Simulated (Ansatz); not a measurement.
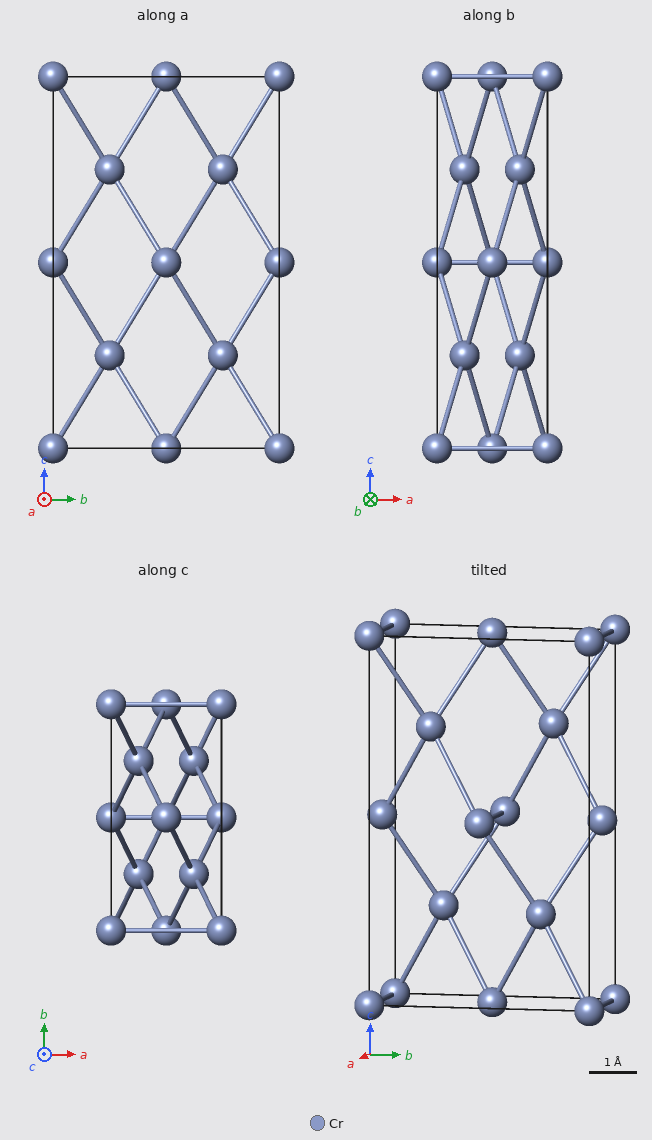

Crystal structure, ball-and-stick style, seen along the a axis, along the b axis, along the c axis and slightly off an axis. The frame is the conventional unit cell; atoms at its boundary are shown with their periodic copies.

Lattice parameters: a = 2.389 Å, b = 4.898 Å, c = 8.047 Å, α = 90.00°, β = 90.00°, γ = 90.00°. Put a along x and b in the xy plane.

**Record the structure as a POSCAR file.**

```
Cr
1.0
     2.389    0.000    0.000
     0.000    4.898    0.000
     0.000    0.000    8.047
Cr
8
Direct
  0.2500 0.2500 0.2500
  0.5000 0.0000 0.5000
  0.2500 0.7500 0.7500
  0.5000 0.5000 0.0000
  0.7500 0.2500 0.7500
  0.0000 0.0000 0.0000
  0.7500 0.7500 0.2500
  0.0000 0.5000 0.5000
```

The structure comes from a structure type filled with this element by a generator (whether the element takes this form wasn't checked). Earlier steps of the study may have refined or changed the cell and positions. It was run through Ansatz as a DFT input.
